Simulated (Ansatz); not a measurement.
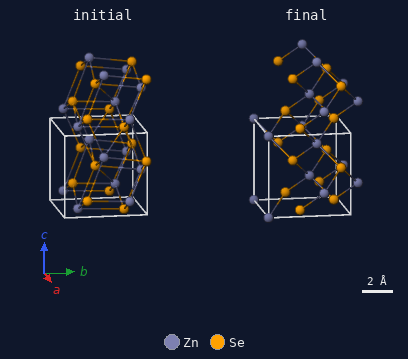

The structure of crystalline ZnSe (built on the FeSi-198 type type) before (left) and after (right) a relaxation, at one scale.

The picture is a ball-and-stick view of the cell of the calculation, repeated 2 × 1 × 2 with one cell outlined, seen slightly off an axis.

The calculation used DFT, PBEsol, plane waves, PAW in Ansatz 0.2.0.

Input file:
```yaml
crystal:
  lattice:
    - [5.66488508, 0.0, 0.0]
    - [0.0, 5.66488508, 0.0]
    - [0.0, 0.0, 5.66488508]
  atoms:
    - { symbol: Zn, position: [0.86308769, 0.63691231, 0.36308769] }
    - { symbol: Zn, position: [0.63691231, 0.36308769, 0.86308769] }
    - { symbol: Zn, position: [0.36308769, 0.86308769, 0.63691231] }
    - { symbol: Zn, position: [0.13691231, 0.13691231, 0.13691231] }
    - { symbol: Se, position: [0.15869827, 0.34130173, 0.65869827] }
    - { symbol: Se, position: [0.34130173, 0.65869827, 0.15869827] }
    - { symbol: Se, position: [0.65869827, 0.15869827, 0.34130173] }
    - { symbol: Se, position: [0.84130173, 0.84130173, 0.84130173] }
kpoints:
  mp_grid: { grid: [4, 4, 4] }
hamiltonian:
  xc: pbesol
scf:
  occupations: { method: fermi_dirac, width: 0.03 }
relax:
  f_tol: 0.01
  cell: {}
  max_steps: 120
```

Command:
```bash
ansatz run input.yaml --threads 2 --pin off --max-ram 18432MiB --backend cpu --events-out ev --progress --plain --runs-dir out
```

> What changed between the two?

The largest moves relative to the cell, 1.34 Å, are those of Zn1, Zn2, Zn3 and Zn4. Zn4 goes along [−1 −1 −1]. Largest moves by element: Zn 1.34 Å, Se 0.89 Å. Cell: a = b = c 5.665 → 5.633 Å (−0.6 %). Volume −1.7 %. Some distances before and after: Zn1–Se6 3.177 → 4.671 Å, Zn1–Se6 (another image) 2.949 → 2.439 Å, Zn1–Se5 2.900 → 2.439 Å. Bond angles that change, for instance: Zn2–Se5–Zn3 72.2° → 109.5°, Se5–Zn1–Se6 73.8° → 109.5°, Zn1–Se5–Zn2 137.1° → 109.5°. The space group (tolerance 0.01 Å) goes from P2_13 (No. 198) to F-43m (No. 216). After 12 accepted moves (13 points after the start) the energy has fallen by 885 meV per atom. Largest force component: 0.94 eV/Å at the start, under 0.0001 eV/Å at the end. Pressure: −10.53 GPa at the start and 0.01 GPa at the end. At 1 point the geometry stayed and the basis and grid were re-selected for the new cell (energy shift of 0.1 meV per atom at most each time). Cost: 66 s on 2 threads of AMD EPYC 7R13 Processor (Zen 3), with other jobs on the host, peak memory 0.67 GiB.
